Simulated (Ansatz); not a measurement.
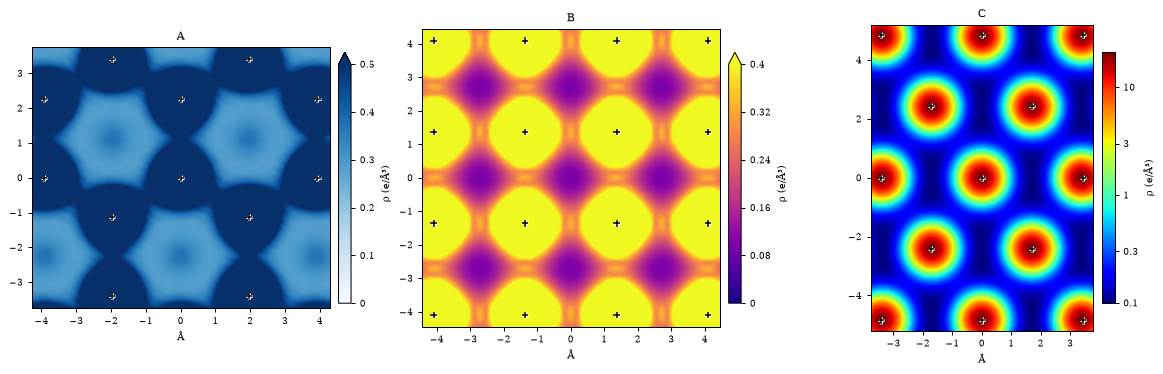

The valence electron density of 3 systems, each on a plane through atoms (crosses mark nuclei in the plane).

Theory: DFT, revPBE, plane waves (420 eV) with PAW, scalar-relativistic (Ansatz 0.2.0).

System 1: Fe, the (001) plane of the conventional cell. Space group P6/mmm; set up as Fe, omega (AlB2-type); a generated structure, not necessarily the stable one; changed on purpose from its base cell (volume × 1.04); computed pressure about −9 GPa in this cell; computed without spin polarisation.

System 2: Ge, the (001) plane of the conventional cell. Space group Pm-3m; set up as Ge, simple cubic; a generated structure, not necessarily the stable one.

```
CELL_PARAMETERS angstrom
2.73004 0.00000 0.00000
0.00000 2.73004 0.00000
0.00000 0.00000 2.73004
ATOMIC_POSITIONS crystal
Ge 0.00000 0.00000 0.00000
```

System 3: Ag, the (101̄) plane of the conventional cell. Space group Im-3m; set up as Ag, bcc; a generated structure, not necessarily the stable one; changed on purpose from its base cell (volume × 1.08); computed pressure about −5 GPa in this cell; computed without spin polarisation.

```
Ag
1.0
     3.42737    0.00000    0.00000
     0.00000    3.42737    0.00000
     0.00000    0.00000    3.42737
Ag
2
Direct
  0.00000 0.00000 0.00000
  0.50000 0.50000 0.50000
```

### Which map belongs to which system?

Panel A is system 1, Fe: the plane holds Fe. Fe–Fe (2.27 Å): the density is about 0.53 e/Å³ at the midpoint. Panel B is system 2, Ge: the plane holds Ge. Ge–Ge (2.73 Å): ρ is about 0.34 e/Å³ halfway, with its minimum of 0.28 e/Å³ about 1.5 Å from Ge. Panel C is system 3, Ag: the plane holds Ag. Ag–Ag (2.97 Å): ρ at the midpoint is about 0.18 e/Å³.
